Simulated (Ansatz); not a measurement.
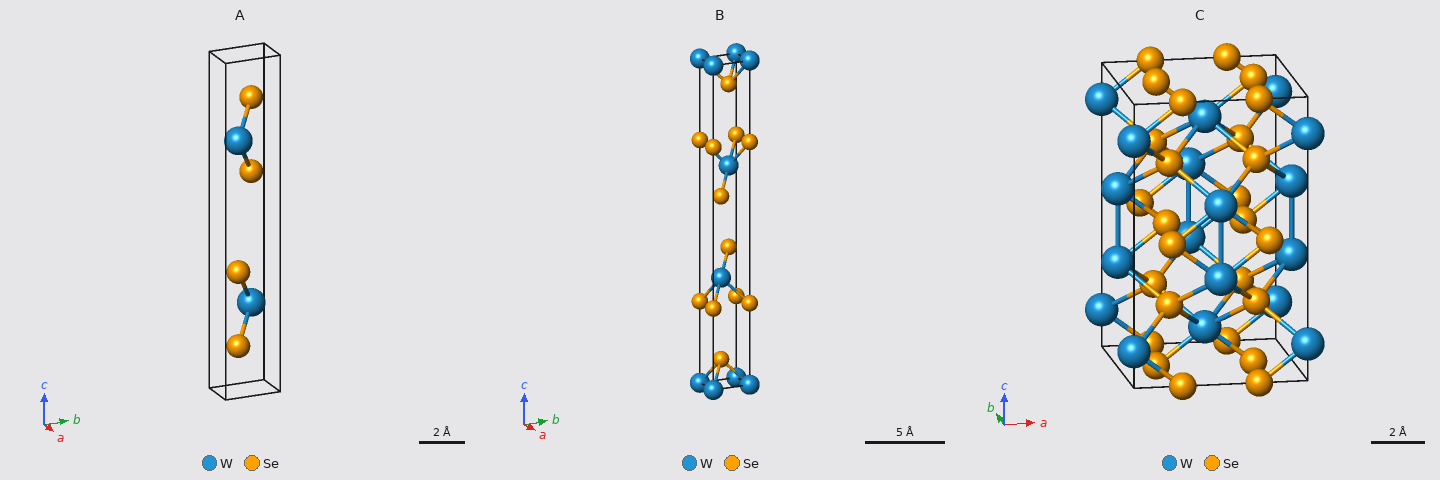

Three structures of WSe₂, each relaxed to rest (conventional cells in solid outline, small ones repeated, each panel with its own scale). Method: DFT PBE, scalar-relativistic, plane waves, PAW (Ansatz), without spin polarisation.

### Give the type and space group of each panel.

A: 2H molybdenite (MoS₂) type, P6_3/mmc; B: cadmium chloride (CdCl₂) type, R-3m; C: 24 atoms a cell on a face-centred orthorhombic lattice, Fmmm.

### Which of these is lowest in energy, and how far above it do the others lie?

A, then B (+254 meV/atom) and C (+714 meV/atom), energies at zero smearing.

### Collect the results in a table.

| panel | structure | E − E(lowest) (meV/atom) | volume (Å³/atom) | gap (eV) |
| --- | --- | --- | --- | --- |
| A | P6_3/mmc | 0 | 24.3 | 1.48 |
| B | R-3m | 254 | 21.9 | metal |
| C | Fmmm | 714 | 21.6 | metal |

Some of these may be structure types tried for this composition rather than known phases, and the most stable form need not be among them. Gaps are taken on the k-mesh or band path of each run.
